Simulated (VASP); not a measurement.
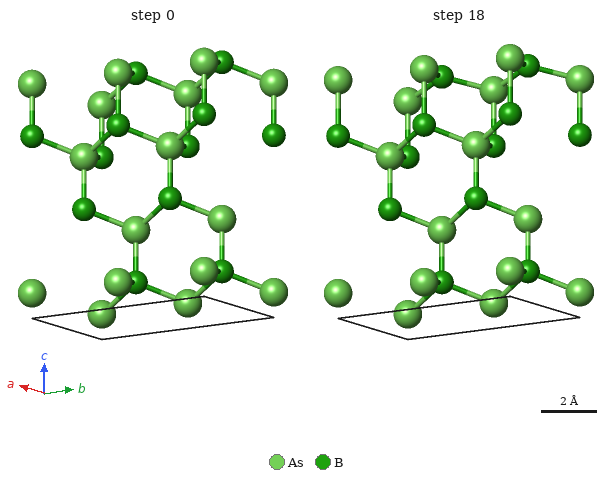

The structure of a slab of composition BAs before (left) and after (right) a relaxation, at one scale.

Style: ball-and-stick. Shown: the 1 × 2 repeat of the cell, outlined in the plane, without the vacuum, from a free direction.

The run lets the atoms move in a fixed cell. 4 atoms are held fixed.

All numbers below come from Kohn-Sham DFT of a periodic cell, PBE with TS, VASP PAW PBE potentials, recommended (VASP).

Input file:
```
SYSTEM = BAs
PREC = Accurate
ENCUT = 520
EDIFF = 1E-6
ISMEAR = 0
SIGMA = 0.05
LREAL = .FALSE.
LASPH = .TRUE.
NELM = 100
ALGO = Normal
ISIF = 2
LWAVE = .FALSE.
LCHARG = .FALSE.
LDIPOL = .TRUE.
IDIPOL = 3
DIPOL = 0.5 0.5 0.500
GGA = PE
IVDW = 2
IBRION = 2
NSW = 40
EDIFFG = -0.005
```

Command:
```bash
cat potpaw_PBE.64/As/POTCAR potpaw_PBE.64/B/POTCAR > POTCAR
mpirun -np 1 vasp_std > vasp.out
```

Q: Describe what moved and what it gained.

A: The largest move is that of an As atom, 0.15 Å along the normal (+c). Largest moves by element: As 0.15 Å, B 0.14 Å. The lattice vectors keep their values. Near-neighbour distances that change, for instance: As–B 2.069 → 2.200 Å, As–B 2.069 → 1.991 Å, As–B 2.069 → 2.101 Å, As–B 2.069 → 2.063 Å. Among the angles between lasting bonds that change: B–As–B 109.5° → 101.6°, B–As–B 109.5° → 116.0°, As–B–As 109.5° → 116.0°. After 18 geometry steps the energy has fallen by 0.245 eV per cell of the calculation. Largest force component: 2.2 eV/Å at the start, 0.42 eV/Å at the end.
